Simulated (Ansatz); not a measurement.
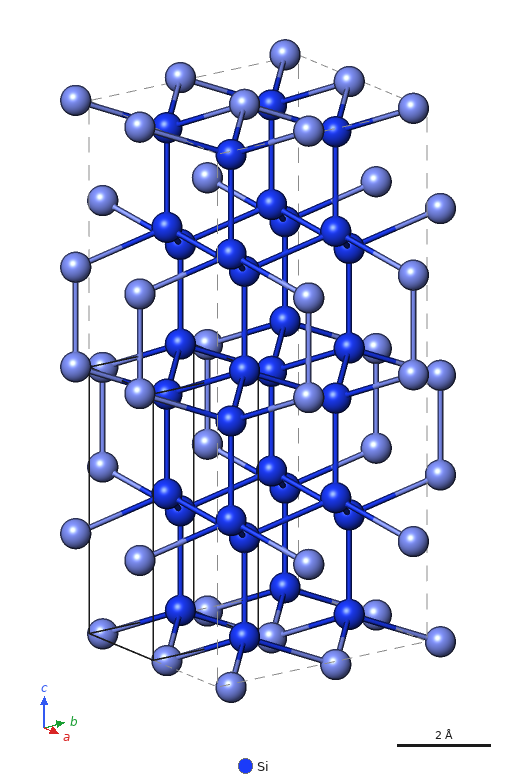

An orthographic ball-and-stick view of the structure, slightly off an axis. One conventional unit cell is drawn solid; the view covers 2×2×2 cells. Periodic images bonded to atoms of the box are shown as well, in fainter colours. Cell: a = 3.679 Å, b = 3.679 Å, c = 5.834 Å, α = 90.00°, β = 90.00°, γ = 120.00°.

What is this?

- The element is silicon.
- Space group P6_3/mmc (No. 194), lattice primitive hexagonal.
- This arrangement goes by the name hexagonal diamond (lonsdaleite type).
- The cell holds four atoms.
- Around each Si lie four Si in a tetrahedral arrangement at about 2.2 Å.
- The bonds build a three-dimensional framework.

Its origin is a structure listed in the Materials Project. The cell was then strained or its atoms displaced on purpose. It was run through Ansatz as a DFT input.

At this level of theory the run's own cell isn't at rest (compressed, at 23 GPa and forces up to 0.9 eV/Å), so its distances can differ from those at equilibrium, the more so the softer the solid.
